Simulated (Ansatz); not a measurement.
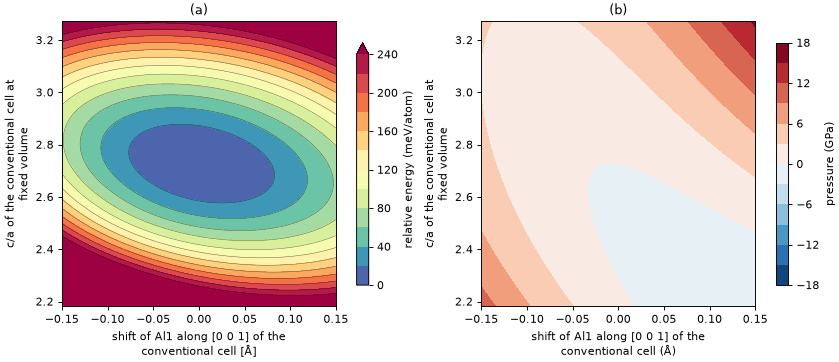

Al₂O₃ (R-3c, No. 167; 10 atoms in the cell). The energy is mapped over a free internal coordinate and the cell. First axis: shift of Al1 along [0 0 1] of the conventional cell, Cartesian (0 0 1), its symmetry partners moved as symmetry demands (measured in the relaxed cell). Second axis: c/a of the conventional cell at fixed volume. Nothing is relaxed (all other coordinates fixed). The scan uses a 7 × 7 grid. Points are written as (first, second). Energies: meV/atom, counted from the lowest grid point. Computed with DFT PBEsol, scalar-relativistic, plane waves, PAW (Ansatz 0.2.0). Settings: cutoff 520 eV, k-mesh 6×6×6, gaussian smearing 0.05 eV, no spin polarisation.

Panel (a) is the energy and panel (b) the computed pressure on the same grid.

The picture shows filled contours, one colour for all values above the top of the scale. Between grid points the surface is interpolated.

> How does the pressure vary over the map, and what is it at the lowest grid point?

It runs from −2.3 GPa at (0.15 Å, 2.181) to 15.5 GPa at (0.15 Å, 3.272). At the lowest grid point, (0.00 Å, 2.726), it is 0.0 GPa.

PAW datasets: the set soft_1.
